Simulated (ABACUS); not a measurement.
# ZrN: 7 runs along one coordinate

System: ZrN (Fm-3m, 2 atoms in the cell).
Method: Kohn-Sham DFT of a periodic cell, PBE, PseudoDojo NC SR 0.4.1 PBE standard, no spin polarisation (ABACUS 3.10.1).

The 7 runs differ only in the geometry, by an even scaling of the cell at fixed fractional positions. The structure derives from an entry of the Crystallography Open Database.

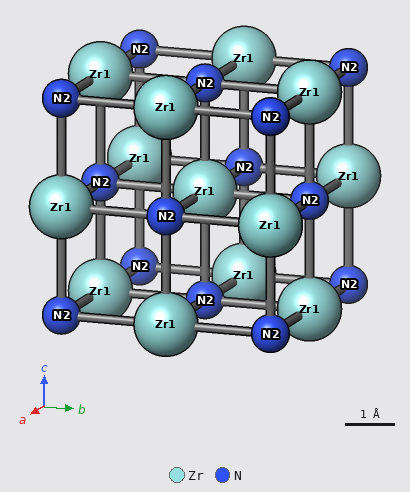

Figure 1. The structure of run 4 (ball-and-stick view of the cell 4 times as large as that of the calculation, set on its symmetry axes, seen slightly off an axis; atoms are numbered from 1 in the order of the input).

**Input of run 4**
```
INPUT_PARAMETERS
suffix              ZrN
calculation         scf
basis_type          pw
pseudo_dir          ./
symmetry            1
dft_functional      pbe
ecutwfc             84
pseudo_rcut         10
nspin               1
nbands              13
ks_solver           dav
smearing_method     fd
smearing_sigma      0.00367493
scf_thr             1e-08
scf_nmax            100
mixing_type         broyden
mixing_beta         0.7
cal_force           1
cal_stress          1
kpar                4
```

**File STRU of run 4**
```
ATOMIC_SPECIES
Zr 91.2240 Zr.upf
N 14.0070 N.upf

LATTICE_CONSTANT
1.8897261246

LATTICE_VECTORS
0.0000000000 2.3000000000 2.3000000000
2.3000000000 0.0000000000 2.3000000000
2.3000000000 2.3000000000 0.0000000000

ATOMIC_POSITIONS
Direct

Zr
0.0
1
0.5000000000 0.5000000000 0.5000000000 1 1 1

N
0.0
1
0.0000000000 0.0000000000 0.0000000000 1 1 1
```

**File KPT of run 4**
```
K_POINTS
0
Gamma
10 10 10 0 0 0
```

Command:
```bash
OMP_NUM_THREADS=1 mpirun -np 4 abacus > log
```

Run 6 differs from it as follows:
```diff
-0.0000000000 2.3000000000 2.3000000000
-2.3000000000 0.0000000000 2.3000000000
-2.3000000000 2.3000000000 0.0000000000
+0.0000000000 2.3302666288 2.3302666288
+2.3302666288 0.0000000000 2.3302666288
+2.3302666288 2.3302666288 0.0000000000
```

**Results, with one run withheld**

```csv
run,volume per atom (Å³),"free energy per atom, from the lowest run given (meV)",pressure (GPa)
1,11.437,34.81,16.78
2,11.680,14.26,10.35
3,11.924,2.97,4.58
4,12.167,0.00,−0.61
5,12.410,4.50,−5.27
6,12.654,?,?
7,12.897,32.98,−13.22
```

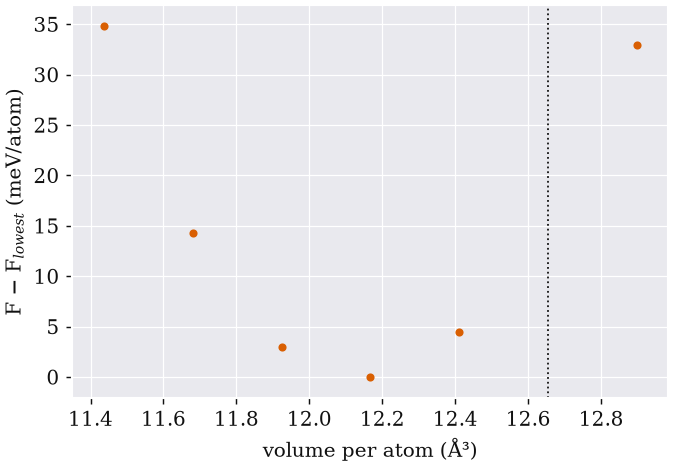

Figure 2. Free energy per atom of the runs given; the dotted line marks run 6.

Fit the runs given and predict run 6.

A cubic polynomial in V^(−2/3) (the Birch–Murnaghan form), fitted to the 6 runs given, misses them by at most 0.01 meV per atom. With x = V^(−2/3) − 0.19005 Å⁻², it reads F = 0.24607 + 838.13 x + 5.9159e+05 x² + 5.7277e+05 x³ (meV per atom). At run 6 it gives 15.75 meV per atom, and the run itself gives 15.72. The slope of the fit gives a pressure −dF/dV of −9.45 GPa there, and the run prints −9.46 GPa. The fit has its minimum at 12.138 Å³ per atom, where V d²F/dV² gives 248 GPa: the bulk modulus at this level, since symmetry fixes the shape and the positions.

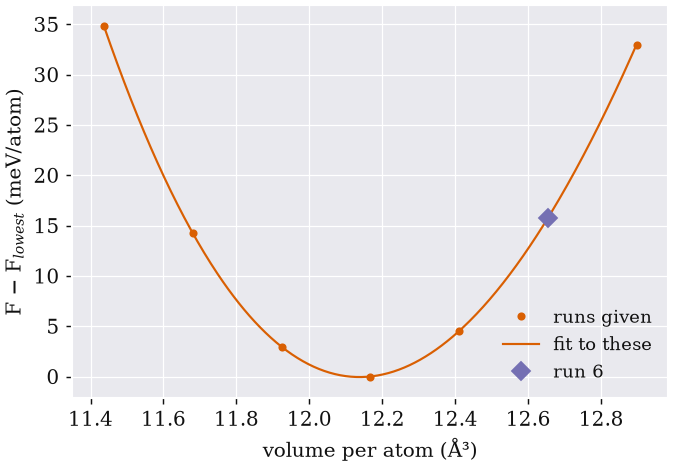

Figure 3. The fit and the withheld run.

**Some lines of the output (run 6)**
```
[...]
 E_Fermi        1.2541925420         17.0641649602
 E_Fermi        1.2475793431         16.9741877729
 E_Fermi        1.2470912388         16.9675467737
 E_Fermi        1.2415929998         16.8927393944
 E_Fermi        1.2433725147         16.9169509367
 E_Fermi        1.2439941395         16.9254085762
 E_Fermi        1.2439352796         16.9246077460
 E_Fermi        1.2440398949         16.9260311102
 E_KS(sigma->0) -122.2437096576      -1663.2109960004
 E_Fermi        1.2440424984         16.9260665327
 final etot is -1663.2143088 eV
 EFERMI = 16.926066533 eV
 TOTAL-PRESSURE: -94.577411 KBAR
 !FINAL_ETOT_IS -1663.2143087544213813 eV
```

Notes: The cell holds an odd number of electrons but the run has no spin polarisation, so it comes out as a metal.
